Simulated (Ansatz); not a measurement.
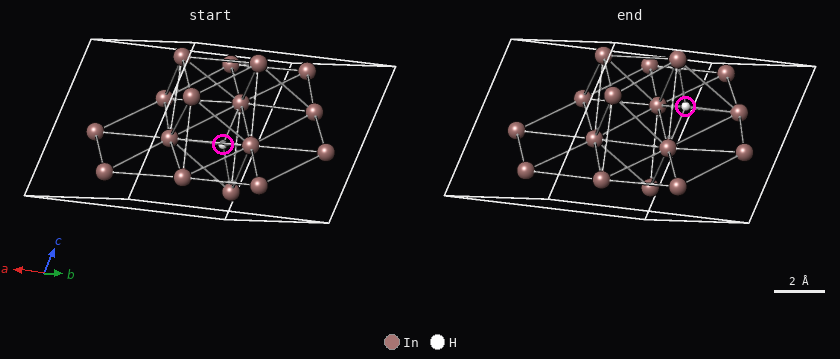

The two relaxed end points of a path for a defect cell of composition In$_{16}$H (17 atoms in the cell). A ball-and-stick model of the simulation cell (origin moved), seen from a free direction. The moving atom is ringed, with any periodic copies. Bonds to atoms that aren't drawn are left out.

Theory: Ansatz, DFT PBE, scalar-relativistic, plane waves, PAW.

Input file:
```yaml
crystal:
  lattice:
    - [6.7754602306, 0.0, -4.7878627362]
    - [-6.7754602306, 0.0, -4.7878627362]
    - [0.0, 6.7754602306, 4.7878627362]
  atoms:
    - { symbol: In, position: [0.2663535705, 0.750078349, 1.68401e-05] }
    - { symbol: In, position: [0.5070812427, 0.4996307192, -1.31596e-05] }
    - { symbol: In, position: [0.749459334, 0.2571841539, 1.31596e-05] }
    - { symbol: In, position: [-9.27293e-05, 0.7499354045, 0.2667582658] }
    - { symbol: In, position: [0.2505743828, 0.5076734194, 0.2505488625] }
    - { symbol: In, position: [0.7494916488, 0.7500136537, 0.5072266001] }
    - { symbol: In, position: [-3.29032e-05, 0.0167487253, -1.41472e-05] }
    - { symbol: In, position: [0.4929679255, 0.2429198416, 0.2423862036] }
    - { symbol: In, position: [0.7575014172, 0.0003712626, 0.2503702068] }
    - { symbol: In, position: [7.04468e-05, 0.4994737429, 0.5071705843] }
    - { symbol: In, position: [0.5070710632, 0.7499863463, 0.7495835186] }
    - { symbol: In, position: [0.242250258, 0.2427757564, 0.4927747855] }
    - { symbol: In, position: [0.733153847, 0.4832478612, 0.7332988746] }
    - { symbol: In, position: [0.4929335781, -0.0076739488, 0.4928564375] }
    - { symbol: In, position: [3.29032e-05, 0.2571292398, 0.7494695144] }
    - { symbol: In, position: [0.2505846576, 0.0005448447, 0.7576486154] }
    - { symbol: H, position: [1.0006290603, 0.7499884305, 1.0001222042] }
basis:
  ecutwfc: 420
  xc_grid: 2
kpoints:
  mp_grid: { grid: [4, 4, 4], shift: [0.5, 0.5, 0.5] }
hamiltonian:
  xc: pbe
scf:
  occupations: { method: gaussian, width: 0.1 }
output:
  forces: true
neb:
  images: 5
  f_tol: 0.05
  max_iterations: 70
  order_check: false
  final_atoms:
    - { symbol: In, position: [0.2422650486, 0.7494916488, -0.0005220049] }
    - { symbol: In, position: [0.5070944023, 0.5070812427, 0.0074505235] }
    - { symbol: In, position: [0.7494754725, 0.242250258, -0.0005254983] }
    - { symbol: In, position: [-0.0001450276, 0.733153847, 0.2499059858] }
    - { symbol: In, position: [0.250581722, 0.4929679255, 0.2500480839] }
    - { symbol: In, position: [0.7494461744, 0.749459334, 0.4922751801] }
    - { symbol: In, position: [-1.8756e-05, -3.29032e-05, -0.0167816286] }
    - { symbol: In, position: [0.4929360423, 0.2505846576, 0.2500398129] }
    - { symbol: In, position: [0.7331490049, -9.27293e-05, 0.2499718662] }
    - { symbol: In, position: [7.71407e-05, 0.4929335781, 0.500607527] }
    - { symbol: In, position: [0.5071312104, 0.7575014172, 0.7571301545] }
    - { symbol: In, position: [0.2663367304, 0.2663535705, 0.5162752215] }
    - { symbol: In, position: [0.7574875446, 0.5070710632, 0.7570847169] }
    - { symbol: In, position: [0.4928998625, 7.04468e-05, 0.5005967039] }
    - { symbol: In, position: [2.55203e-05, 0.2505743828, 0.7429009633] }
    - { symbol: In, position: [0.2505633889, 3.29032e-05, 0.7429036635] }
    - { symbol: H, position: [1.0005068561, 1.0006290603, 1.2506406298] }
```

Launched with:
```bash
ansatz run input.yaml --threads 4 --pin off --max-ram 8192MiB --backend cpu --events-out ev --progress --plain --runs-dir out
```

Predict the minimum-energy path and its barrier.

The barrier is about 0.092 eV in both directions, with image 3 at the top; the ends have the same energy. The H atom travels furthest, 2.40 Å from end to end, along [0 1 1], on a straight line. At the highest image its nearest neighbour (In) is 1.98 Å away, against 2.20 Å at the start, and the surrounding atoms stand up to 0.17 Å off the mean of their end positions. The band converged in 5 iterations, with a climbing image at the top.

Energies of the converged images:

```tsv
image	path (Å)	E (eV)
0	0.00	0.000
1	0.42	0.023
2	0.83	0.070
3	1.25	0.092
4	1.66	0.070
5	2.08	0.023
6	2.50	0.000
```

The geometry at the top of the path:

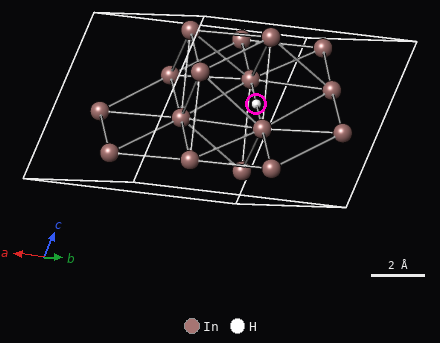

Limits of the set-up: the periodic images lie only 8.3 Å apart, so the values are limited by the cell's size.

The run took 25 min on 4 threads of Arm Neoverse V1 (shared host), peak memory 5.9 GiB.
